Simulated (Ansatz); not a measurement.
# GaN: what the fields show

Input file:

```
crystal:
  lattice:
    - [0.0105425762, 2.1085152362, 2.1085152362]
    - [2.1085152362, 0.0105425762, 2.1085152362]
    - [2.1190578124, 2.1190578124, 0.0]
  atoms:
    - { symbol: Ga, position: [0.0, 0.0, 0.0] }
    - { symbol: "N", position: [0.5, 0.5, 0.5] }
kpoints:
  mp_grid: { grid: [10, 10, 10] }
  band_path:
    path:
      - [0.0, 0.0, 0.0]
      - [0.5, 0.0, 0.5]
      - [0.625, 0.25, 0.625]
      - [0.375, 0.375, 0.75]
      - [0.5, 0.5, 0.5]
      - [0.5, 0.25, 0.75]
      - [0.174479, 0.174479, 0.348958]
      - [0.5, 0.5, 0.0]
    npoints: 1
hamiltonian:
  xc: r2scan
scf:
  occupations: { method: fixed }
  n_extra_bands: 4
output:
  forces: true
  stress: true
  eigenvalues: true
  write_density: true
  write_potential: true
  elf: true
  volumetric_format: npy
```

Launched as:

```sh
ansatz run input.yaml --threads 2 --pin off --max-ram 2211MiB --backend cpu --events-out ev --progress --plain --runs-dir out
```

Below, planes, directions and counts refer to the conventional cell (a = 2.97 Å, b = 3.00 Å, c = 4.22 Å, α = 90.00°, β = 90.00°, γ = 90.00°).

Space group Immm; started from the rocksalt prototype, which need not be the ambient phase; changed on purpose from its base cell (shear xy strain +1.0%).

All numbers below come from DFT, r2SCAN, plane waves, PAW in Ansatz 0.2.0.

The density is the valence pseudo-density of a PAW calculation; it isn't the true density close to the nuclei.

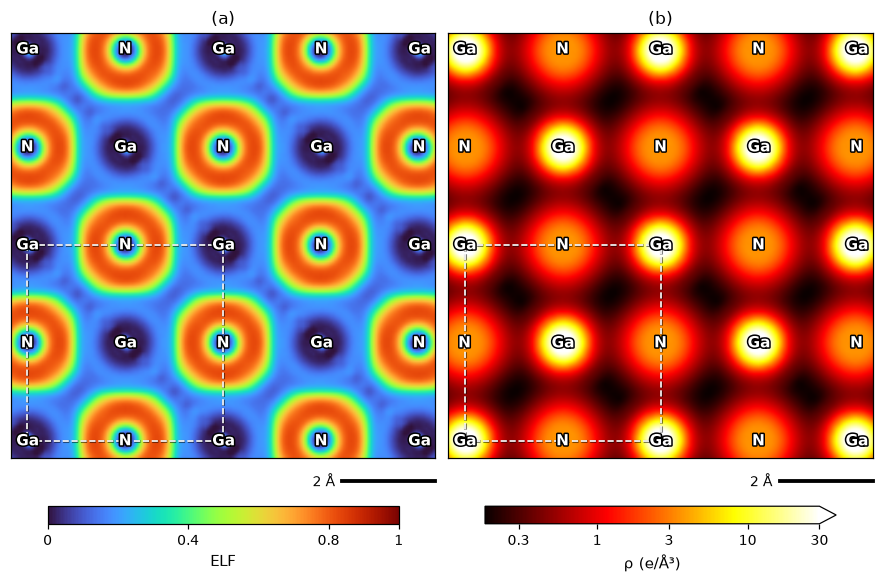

Figure 1. (a) ELF; (b) valence pseudo-density on the (110) plane of the conventional cell.

Q: Describe what can be read from this map.

A: Atoms in the plane: Ga and N. Ga–N (2.11 Å): the density is about 0.53 e/Å³ at the midpoint; the ELF peaks at about 0.85 in the valence shell of N, 0.7 Å from its nucleus, and is about 0.40 at the midpoint. Between the atoms the lowest density in this plane is 0.18 e/Å³.

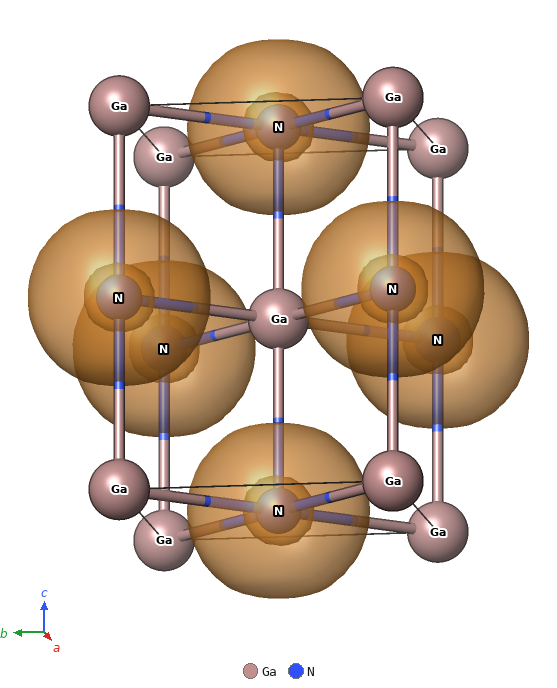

Figure 2. Isosurface of the ELF at 0.6 (orange), seen at an oblique angle. Core shells and regions of very low density are left out. Sticks mark near contacts.

Q: Describe the localisation domains.

A: At this value the surface marks out two regions wrapped around N (the valence shell of each), counted in one cell of 4 atoms. Regions shared between cells count once.

Q: Does the calculation give a band gap?

A: It is gapped, with a Kohn–Sham gap of 1.1 eV on the k-point mesh (the band edges may lie off the mesh, which would make the gap smaller).
